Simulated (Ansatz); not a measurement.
A periodic structure is given below.

```
Ti O
1.0
     4.18956    0.00000    0.00000
     0.00000    4.18956    0.00000
     0.00000    0.00000    4.18956
Ti O
3 3
Direct
  0.50000 0.50000 0.00000
  0.00000 0.50000 0.50000
  0.50000 0.00000 0.50000
  0.00000 0.50000 0.00000
  0.50000 0.00000 0.00000
  0.00000 0.00000 0.50000
```

Q: What crystal do these data define?

A: The solid is TiO. It is primitive cubic, space group Pm-3m (No. 221). With Z = 3, the cell contains 3 Ti, 3 O. Ti bonds to four O in a square planar arrangement at 2.09 Å. Each O has four Ti in a square planar arrangement at 2.09 Å. Not all metal-metal contacts are counted. The bonds build a three-dimensional framework.

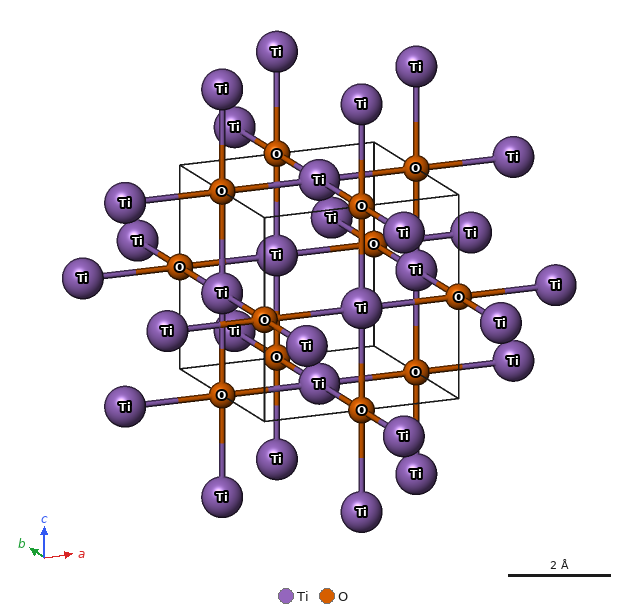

An orthographic ball-and-stick view of the structure, slightly off an axis. The box is the conventional unit cell; atoms on or close to its faces, edges and corners are drawn wherever they repeat. The bonded neighbours beyond the faces are included. Colours: titanium purple, oxygen orange.

Origin of the cell: a structure listed in the Materials Project. The cell was then strained or its atoms displaced on purpose. It was the input of a calculation with Ansatz.

At this level of theory the run's own cell isn't at rest (stretched, at -17 GPa), so its distances can differ from those at equilibrium, the more so the softer the solid.
